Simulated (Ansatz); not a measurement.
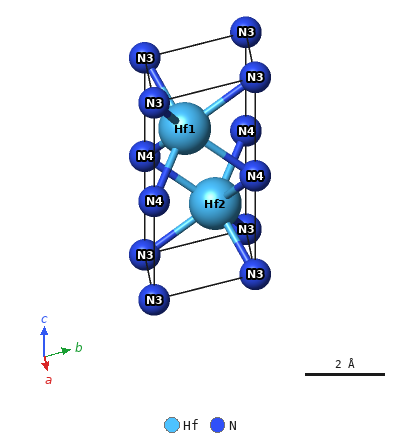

*The input geometry (ball-and-stick view of the cell of the calculation, seen at an oblique angle; atoms are numbered from 1 in the order of the input). An atom can appear more than once, as a periodic image.*

## Geometry relaxation of HfN (part 1 of 2)

The run: geometry relaxation of HfN (4 atoms in the cell). Method and program: DFT r2SCAN, scalar-relativistic, plane waves, PAW, no spin polarisation (Ansatz 0.2.0).

The structure derives from a Materials Project entry. Figures and captions count atoms from 1; the log counts them from 0 in places.

**What the program printed**
```
Engine: ansatz 0.2.0, x86_64-unknown-linux-gnu
Pseudopotentials: kind: paw
Pseudopotential: Hf, paw, valence charge 26, recommended cutoff 500 eV (meta_gga), Hf.paw.azcp
Pseudopotential: N, paw, valence charge 5, recommended cutoff 500 eV (meta_gga), N.paw.azcp
Functional definition: r2SCAN
  parameter k0 = 0.174
  parameter k1 = 0.065
  parameter a1 = 4.9479
  exchange = r2scan_x(k0 = k0, k1 = k1, a1 = a1)
  correlation = r2scan_c
Crystal: 4 atoms, lattice volume = 46.073 Å³
Basis set: ecut = 500 eV, 1159 PW (Γ), exchange–correlation on 96×96×160 points (64 copies of the dense FFT grid, shifted against one another)
Bands: 38, of which v1, the nominal top of the filled ones, is band 31 counted from 1 (30 counted from 0)
Symmetry: 24 space group operations
Space group: P63/mmc (ITA 194), of the structure as read, at distance tolerance 3.6e-5 Å
k-points: 185 of 2592
Non-local potential: Hf, projectors of the file, l = 0: 3, l = 1: 2, l = 2: 2, l = 3: 3
Non-local potential: N, projectors of the file, l = 0: 2, l = 1: 2, l = 2: 1
PAW form: soft (Blöchl's): semilocal exchange-correlation on the pseudo side does not see the compensation charge
PAW frozen core: Hf, regenerated for the run's functional (the file was generated under x = pbe(κ = 0.804, μ = 0.2195149727645171), c = pbe(β = 0.06672455060314922))
PAW frozen core: N, regenerated for the run's functional (the file was generated under x = pbe(κ = 0.804, μ = 0.2195149727645171), c = pbe(β = 0.06672455060314922))
PAW one-centre angular grid: Hf, 974 points (default); XC on 160 Gauss nodes
PAW one-centre angular grid: N, 302 points (default); XC on 160 Gauss nodes
Initial density: superposition of atomic densities (neutral atoms: chi_scale 0, normalization atom), corrected by the library's trained network
Initial wavefunctions: pseudopotential atomic-orbital guess
Functional: x = r2scan, c = r2scan; τ floored in thin density (d = 2e-4 eV/Å³)
SCF iter   1: F=—  HF=-32243.099805 eV  |F-HF|=—  |Δ(HF+E_count)|=         —  Δρ=1.37e-2  dr2=7.20e-2  dr2_τ=2.92e-1  ethr=1.77e-3  ⟨swp⟩=5.1  Hψ=22750  notcnv=0  defer=94
preconditioner: auto → Kerker (q_TF=auto, 2.867 Å⁻¹)  [metal: Δε(μ)=0.029 eV  Ē_g=19.363 eV  σ=0.100 eV  W_gap=0.16  n_scr=22 (ndim 8)  ℏωp=41.7 eV  f_vac=0.000  D(μ)=0.52/eV (n_scr^D=2)]
SCF iter   2: F=—  HF=-32243.222511 eV  |F-HF|=—  |Δ(HF+E_count)|=   1.23e-1  Δρ=8.29e-3  dr2=3.31e-2  dr2_τ=2.12e-3  ethr=1.16e-4  ⟨swp⟩=2.0  Hψ=15224  notcnv=0  defer=316
SCF iter   3: F=—  HF=-32243.218162 eV  |F-HF|=—  |Δ(HF+E_count)|=   4.35e-3  Δρ=5.21e-3  dr2=9.38e-3  dr2_τ=8.46e-4  ethr=5.33e-5  ⟨swp⟩=2.0  Hψ=10358  notcnv=0  defer=316
SCF iter   4: F=—  HF=-32243.218042 eV  |F-HF|=—  |Δ(HF+E_count)|=   1.20e-4  Δρ=2.10e-3  dr2=1.95e-3  dr2_τ=9.43e-5  ethr=1.51e-5  ⟨swp⟩=1.2  Hψ=7114  notcnv=0  defer=313
SCF iter   5: F=—  HF=-32243.217944 eV  |F-HF|=—  |Δ(HF+E_count)|=   9.80e-5  Δρ=4.53e-4  dr2=1.24e-4  dr2_τ=2.84e-6  ethr=3.15e-6  ⟨swp⟩=2.0  Hψ=10935  notcnv=0  defer=313
SCF iter   6: F=—  HF=-32243.217951 eV  |F-HF|=—  |Δ(HF+E_count)|=   6.53e-6  Δρ=8.36e-5  dr2=3.80e-6  dr2_τ=6.19e-7  ethr=2.01e-7  ⟨swp⟩=2.0  Hψ=11264  notcnv=0  defer=313
SCF iter   7: F=—  HF=-32243.217958 eV  |F-HF|=—  |Δ(HF+E_count)|=   6.52e-6  Δρ=2.33e-5  dr2=2.29e-7  dr2_τ=1.76e-8  ethr=6.12e-9  ⟨swp⟩=2.0  Hψ=11912  notcnv=0  defer=313
SCF iter   8: F=-32243.217957 eV  HF=-32243.217957 eV  |F-HF|=6.58e-9  |Δ(HF+E_count)|=   6.13e-8  Δρ=5.14e-6  dr2=1.46e-8  dr2_τ=7.19e-10  ethr=1.61e-10  ⟨swp⟩=12.8  Hψ=56922  notcnv=0
SCF 1 converged in 8 iterations: F = -32243.217957 eV  dr2 = 1.46e-8
  Residual-converged pass: ⟨swp⟩=1.0  Hψ=7774  notcnv=0  max |occ|·‖R‖ = 7.1e-9 eV (tolerance 1.0e-8 eV)  dr2=1.46e-8  dr2_τ=7.19e-10  dr2_onsite=3.22e-9  max |Δocc| = 5.9e-11
  greatest PAW one-centre occupation: 0.998 electrons in one spin orbital (limit 2), on the Hf atom at site 1 (counted from 0), in its partial waves of l = 3
relax step   1: F+E_penalty+E_count = -32243.21795743 eV  Δ(F+E_penalty+E_count) = +0.000e0 eV  max|allowed force component| = 9.946e-17 eV/Å  Δτ_max = 0.0000 Å  P = +2.270 GPa  Ω = 46.073 Å³  (8 SCF iters, dr2 threshold 1.00e-7 eV, accepted)
Crystal: 4 atoms, lattice volume = 46.683 Å³
Initial density: handed on by an earlier stage of this run
Initial wavefunctions: those handed on with the density
iter 1 solved again at ethr=9.54e-7 eV; its pass at ethr=3.10e-3 eV (dr2=5.91e-4 eV) is discarded
SCF iter   1: F=—  HF=-32243.206899 eV  |F-HF|=—  |Δ(HF+E_count)|=         —  Δρ=1.42e-3  dr2=6.06e-4  dr2_τ=9.39e-3  ethr=9.54e-7  ⟨swp⟩=1.8  Hψ=33541  notcnv=0
preconditioner: auto → Kerker (q_TF=auto, 2.860 Å⁻¹)  [metal: Δε(μ)=0.028 eV  Ē_g=19.111 eV  σ=0.100 eV  W_gap=0.16  n_scr=22 (ndim 8)  ℏωp=41.4 eV  f_vac=0.000  D(μ)=0.51/eV (n_scr^D=2)]
SCF iter   2: F=—  HF=-32243.216980 eV  |F-HF|=—  |Δ(HF+E_count)|=   1.01e-2  Δρ=9.80e-4  dr2=4.19e-4  dr2_τ=1.84e-5  ethr=9.54e-7  ⟨swp⟩=2.0  Hψ=12787  notcnv=0
SCF iter   3: F=—  HF=-32243.216967 eV  |F-HF|=—  |Δ(HF+E_count)|=   1.35e-5  Δρ=4.64e-4  dr2=8.21e-5  dr2_τ=3.01e-5  ethr=6.76e-7  ⟨swp⟩=2.0  Hψ=11287  notcnv=0
SCF iter   4: F=—  HF=-32243.216956 eV  |F-HF|=—  |Δ(HF+E_count)|=   1.08e-5  Δρ=1.77e-4  dr2=1.40e-5  dr2_τ=4.06e-7  ethr=1.32e-7  ⟨swp⟩=2.0  Hψ=11185  notcnv=0
SCF iter   5: F=—  HF=-32243.216958 eV  |F-HF|=—  |Δ(HF+E_count)|=   1.70e-6  Δρ=4.94e-5  dr2=1.21e-6  dr2_τ=9.71e-8  ethr=2.26e-8  ⟨swp⟩=2.0  Hψ=11579  notcnv=0
SCF iter   6: F=—  HF=-32243.216958 eV  |F-HF|=—  |Δ(HF+E_count)|=   8.83e-8  Δρ=3.96e-5  dr2=5.27e-7  dr2_τ=1.16e-7  ethr=6.45e-10  ⟨swp⟩=10.1  Hψ=62459  notcnv=0
SCF iter   7: F=-32243.216958 eV  HF=-32243.216958 eV  |F-HF|=1.20e-7  |Δ(HF+E_count)|=   2.21e-7  Δρ=2.24e-5  dr2=2.29e-7  dr2_τ=1.57e-8  ethr=6.45e-10  ⟨swp⟩=8.8  Hψ=55697  notcnv=0
SCF 2 converged in 7 iterations: F = -32243.216958 eV  dr2 = 2.29e-7
  Residual-converged pass: ⟨swp⟩=1.1  Hψ=7783  notcnv=0  max |occ|·‖R‖ = 7.1e-9 eV (tolerance 1.0e-8 eV)  dr2=2.29e-7  dr2_τ=1.57e-8  dr2_onsite=6.03e-8  max |Δocc| = 5.0e-13
relax step   2: F+E_penalty+E_count = -32243.21695768 eV  Δ(F+E_penalty+E_count) = +9.998e-4 eV  max|allowed force component| = 8.095e-17 eV/Å  Δτ_max = 0.0000 Å  P = -1.391 GPa  Ω = 46.683 Å³  energy of the carried Pulay correction = -1.740e-4 eV  (7 SCF iters, dr2 threshold 4.00e-7 eV, rejected (line search))
Crystal: 4 atoms, lattice volume = 46.451 Å³
iter 1 solved again at ethr=3.14e-7 eV; its pass at ethr=3.10e-3 eV (dr2=1.95e-4 eV) is discarded
SCF iter   1: F=—  HF=-32243.218388 eV  |F-HF|=—  |Δ(HF+E_count)|=         —  Δρ=8.47e-4  dr2=1.89e-4  dr2_τ=2.35e-3  ethr=3.14e-7  ⟨swp⟩=3.0  Hψ=32563  notcnv=0
preconditioner: auto → Kerker (q_TF=auto, 2.863 Å⁻¹)  [metal: Δε(μ)=0.041 eV  Ē_g=19.122 eV  σ=0.100 eV  W_gap=0.22  n_scr=22 (ndim 8)  ℏωp=41.5 eV  f_vac=0.000  D(μ)=0.50/eV (n_scr^D=2)]
SCF iter   2: F=—  HF=-32243.220611 eV  |F-HF|=—  |Δ(HF+E_count)|=   2.22e-3  Δρ=4.75e-4  dr2=7.31e-5  dr2_τ=5.67e-6  ethr=3.05e-7  ⟨swp⟩=2.0  Hψ=12788  notcnv=0
SCF iter   3: F=—  HF=-32243.220613 eV  |F-HF|=—  |Δ(HF+E_count)|=   1.61e-6  Δρ=2.41e-4  dr2=2.46e-5  dr2_τ=6.09e-6  ethr=1.18e-7  ⟨swp⟩=2.0  Hψ=11288  notcnv=0
SCF iter   4: F=—  HF=-32243.220616 eV  |F-HF|=—  |Δ(HF+E_count)|=   3.29e-6  Δρ=1.02e-4  dr2=4.80e-6  dr2_τ=1.81e-7  ethr=3.97e-8  ⟨swp⟩=2.0  Hψ=10868  notcnv=0
SCF iter   5: F=—  HF=-32243.220616 eV  |F-HF|=—  |Δ(HF+E_count)|=   5.56e-7  Δρ=2.88e-5  dr2=3.93e-7  dr2_τ=3.10e-8  ethr=7.75e-9  ⟨swp⟩=2.2  Hψ=11533  notcnv=0
SCF iter   6: F=—  HF=-32243.220617 eV  |F-HF|=—  |Δ(HF+E_count)|=   2.46e-7  Δρ=2.08e-5  dr2=1.56e-7  dr2_τ=1.98e-8  ethr=6.33e-10  ⟨swp⟩=2.0  Hψ=12766  notcnv=0
SCF iter   7: F=—  HF=-32243.220617 eV  |F-HF|=—  |Δ(HF+E_count)|=   9.83e-8  Δρ=1.06e-5  dr2=5.67e-8  dr2_τ=3.15e-9  ethr=2.52e-10  ⟨swp⟩=2.0  Hψ=12403  notcnv=0
SCF iter   8: F=—  HF=-32243.220617 eV  |F-HF|=—  |Δ(HF+E_count)|=   3.31e-9  Δρ=3.49e-6  dr2=6.50e-9  dr2_τ=4.31e-10  ethr=9.14e-11  ⟨swp⟩=2.0  Hψ=11258  notcnv=0
SCF iter   9: F=—  HF=-32243.220617 eV  |F-HF|=—  |Δ(HF+E_count)|=  5.06e-10  Δρ=9.10e-7  dr2=5.02e-10  dr2_τ=1.65e-11  ethr=1.05e-11  ⟨swp⟩=2.0  Hψ=12759  notcnv=0
SCF iter  10: F=-32243.220617 eV  HF=-32243.220617 eV  |F-HF|=1.82e-11  |Δ(HF+E_count)|=  3.64e-11  Δρ=1.69e-7  dr2=1.01e-11  dr2_τ=6.31e-13  ethr=1.00e-12  ⟨swp⟩=5.0  Hψ=37267  notcnv=0
SCF 3 converged in 10 iterations: F = -32243.220617 eV  dr2 = 1.01e-11
relax step   3: F+E_penalty+E_count = -32243.22061658 eV  Δ(F+E_penalty+E_count) = -2.659e-3 eV  max|allowed force component| = 2.776e-17 eV/Å  Δτ_max = 0.0000 Å  P = -0.034 GPa  Ω = 46.451 Å³  energy of the carried Pulay correction = -1.076e-4 eV  (10 SCF iters, accepted)
Initial wavefunctions: pseudopotential atomic-orbital guess (no wavefunctions were taken with the density)
iter 1 solved again at ethr=2.03e-8 eV; its pass at ethr=3.10e-3 eV (dr2=1.26e-5 eV) is discarded
SCF iter   1: F=—  HF=-32243.220721 eV  |F-HF|=—  |Δ(HF+E_count)|=         —  Δρ=3.08e-5  dr2=1.53e-8  dr2_τ=3.91e-8  ethr=2.03e-8  ⟨swp⟩=3.2  Hψ=42791  notcnv=0
preconditioner: auto → Kerker (q_TF=auto, 2.863 Å⁻¹)  [metal: Δε(μ)=0.043 eV  Ē_g=19.125 eV  σ=0.100 eV  W_gap=0.23  n_scr=22 (ndim 8)  ℏωp=41.5 eV  f_vac=0.000  D(μ)=0.50/eV (n_scr^D=2)]
SCF iter   2: F=—  HF=-32243.220719 eV  |F-HF|=—  |Δ(HF+E_count)|=   1.16e-6  Δρ=1.59e-5  dr2=4.31e-9  dr2_τ=3.73e-8  ethr=2.47e-11  ⟨swp⟩=2.2  Hψ=12860  notcnv=0
SCF iter   3: F=—  HF=-32243.220720 eV  |F-HF|=—  |Δ(HF+E_count)|=   4.72e-7  Δρ=2.37e-6  dr2=1.43e-10  dr2_τ=7.62e-10  ethr=6.95e-12  ⟨swp⟩=2.0  Hψ=12418  notcnv=0
SCF iter   4: F=—  HF=-32243.220720 eV  |F-HF|=—  |Δ(HF+E_count)|=   9.40e-9  Δρ=3.92e-7  dr2=4.56e-11  dr2_τ=1.81e-11  ethr=1.00e-12  ⟨swp⟩=6.5  Hψ=37400  notcnv=0
SCF iter   5: F=-32243.220720 eV  HF=-32243.220720 eV  |F-HF|=6.18e-11  |Δ(HF+E_count)|=  2.18e-11  Δρ=2.44e-7  dr2=1.37e-11  dr2_τ=3.36e-12  ethr=1.00e-12  ⟨swp⟩=5.8  Hψ=32412  notcnv=0
SCF 4 converged in 5 iterations: F = -32243.220720 eV  dr2 = 1.37e-11
relax step   4: F+E_penalty+E_count = -32243.22071996 eV  Δ(F+E_penalty+E_count) = -1.034e-4 eV  max|allowed force component| = 3.469e-17 eV/Å  Δτ_max = 0.0000 Å  P = -0.035 GPa  Ω = 46.451 Å³  stress off target by 4.57e-2 GPa  SCF on the basis re-selected at this cell (its energy is not comparable with the rows above)  (5 SCF iters)
```

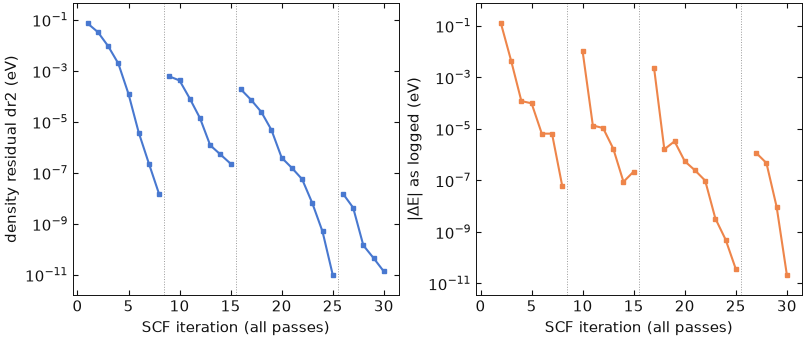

*Convergence of the self-consistent field: density residual dr2 and size of the energy change against the SCF iteration. The dotted lines part the SCF passes of the relaxation: geometry steps, rejected trials and re-solves on a re-selected basis.*

The passes take 8, 7, 10 and 5 iterations.

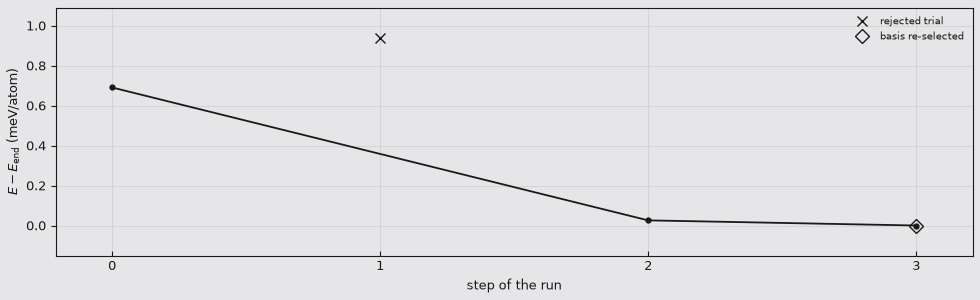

*Progress of the relaxation, step by step (the first geometry is step 0 here and step 1 in the log).*

After 2 geometry steps the energy has fallen by 0.7 meV per atom. All forces vanish by symmetry, so only the cell relaxes. Pressure: 2.27 GPa at the start and −0.03 GPa at the end. The line search rejected the trial step at point 1 (counted from 0) and went back. The atoms keep their places relative to the cell (all moves are under 0.005 Å). The volume changes by +0.8 %, with a = b 3.134 → 3.144 Å (+0.3 %), c 5.417 → 5.425 Å (+0.2 %). Among the contacts that change: Hf1–Hf1 3.134 → 3.144 Å, Hf1–N3 2.260 → 2.266 Å. The space group stays P6_3/mmc (No. 194). A last SCF at the same geometry on a re-selected plane-wave basis shifts the energy by next to nothing (0.0 meV per atom). (Atoms are counted from 1 in the order of the input.)
